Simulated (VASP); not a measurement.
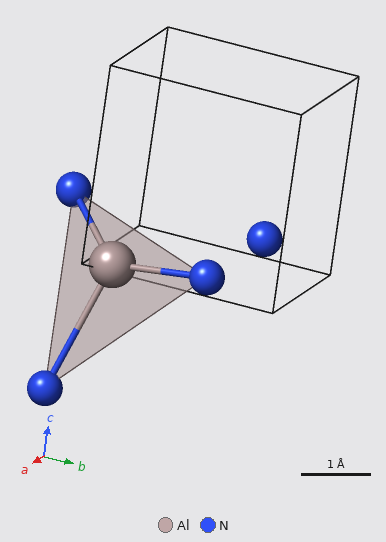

Fig. 1: The input geometry (polyhedral view of the reduced cell, seen slightly off an axis; polyhedra are completed across the faces of the cell).

## AlN: single-point calculation

- system: AlN (2 atoms in the cell)
- method: DFT, plane waves, PAW, settings varied from a PBE run (VASP 6.6.1)

The structure was built on a prototype by a generator. The run did not end well.

### OSZICAR
```
N       E                     dE             d eps       ncg     rms          rms(c)
DAV:   1     0.129803824661E+02    0.12980E+02   -0.40669E+03  5848   0.631E+02
DAV:   2    -0.154849278734E+02   -0.28465E+02   -0.27513E+02  6840   0.142E+02
DAV:   3    -0.163422049474E+02   -0.85728E+00   -0.85635E+00  6984   0.238E+01
DAV:   4    -0.163460753400E+02   -0.38704E-02   -0.38702E-02  6514   0.176E+00
DAV:   5    -0.163461152114E+02   -0.39871E-04   -0.39871E-04  6898   0.177E-01    0.983E+00
DAV:   6    -0.133171417035E+03   -0.11683E+03   -0.89704E+02  6776   0.160E+02    0.524E+01
DAV:   7    -0.246227723897E+04   -0.23291E+04   -0.12587E+04  8721   0.515E+02    0.221E+02
DAV:   8    -0.170042501409E+05   -0.14542E+05   -0.54880E+04  8242   0.175E+03    0.715E+02
DAV:   9    -0.852651896017E+05   -0.68261E+05   -0.13846E+05 11440   0.113E+03    0.248E+03
```

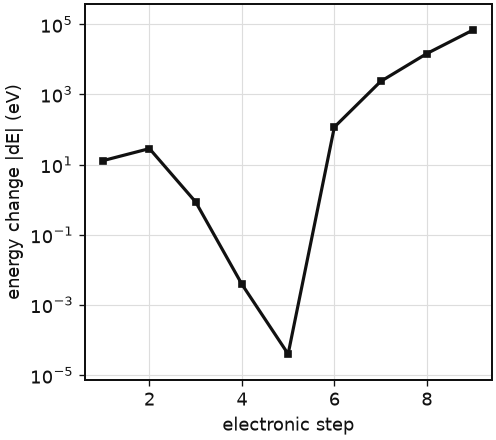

Fig. 2: Convergence of the self-consistent field: energy change |dE| against the electronic step. It takes 9 electronic steps. The density is held fixed in the first few steps, and dE rises again when its update begins.

The run was set up as follows.

### INCAR
```
ENCUT = 520.000000
SIGMA = 0.020000
EDIFF = 1.00e-07
GGA = PE
PREC = Accurate
IBRION = -1
ISIF = 2
ISMEAR = -1
NBANDS = 11
NSW = 0
LASPH = .TRUE.
LCHARG = .FALSE.
LWAVE = .FALSE.
LREAL = .FALSE.
NELM = 53
IMIX = 1
AMIX = 3.0
BMIX = 0.0001
```

### KPOINTS
```
KPOINTS created by Atomic Simulation Environment
0
Gamma
8 8 8
0 0 0
```

### POSCAR
```
Al N
 1.0000000000000000
    -0.0211000000000000    2.1852999999999998    2.1709999999999998
     2.1223999999999998   -0.0368000000000000    2.1867000000000001
     2.0482000000000000    2.1267000000000000    0.0375000000000000
 Al  N
   1   1
Cartesian
  0.4136677700000000  2.2553179999999999  1.9199364399999996
  1.0104041600000000  1.0316530699999999  0.9861692600000000
```

Launched with:
```bash
mpirun -np 1 vasp_std
```

### Outcome

| quantity | value |
| --- | --- |
| outcome | ended with an error |
| space group (tolerance 0.01 Å) | P1 (1) |
| hardware | 1 CPU thread, shared host |
| wall time | 11 s |
| peak memory | 0.17 GiB |

### Diagnosis

Some settings of this run were drawn to be unusual or wrong (NELM = 53; IMIX = 1; AMIX = 3.0; BMIX = 0.0001). The run ended with an error: “ERROR FEXCP: supplied Exchange-correletion table is too small, maximal index : 9649 ----> I REFUSE TO CONTINUE WITH THIS SICK JOB ... BYE!!! <----”
